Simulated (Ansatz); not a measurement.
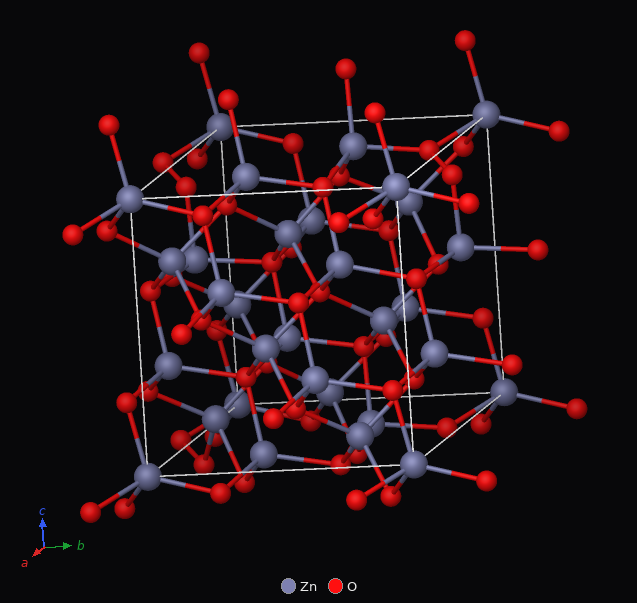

Ball-and-stick drawing of the structure, looking slightly off an axis. The wireframe shows the simulation cell. A few atoms beyond the faces are included. Cell: a = 7.764 Å, b = 7.764 Å, c = 7.764 Å, α = 78.63°, β = 78.63°, γ = 78.63°.

State composition, symmetry and coordination.

- This is Zn₁₈O₁₉.
- Space group: P1, with no symmetry beyond the lattice.
- Counting shared atoms by their share gives 18 Zn, 19 O, or 37 atoms.

The structure was taken from a structure listed in the Materials Project, repeated into a supercell with a point defect put in. The atoms were relaxed in a fixed cell with Ansatz, DFT PBE, scalar-relativistic, plane waves, PAW.
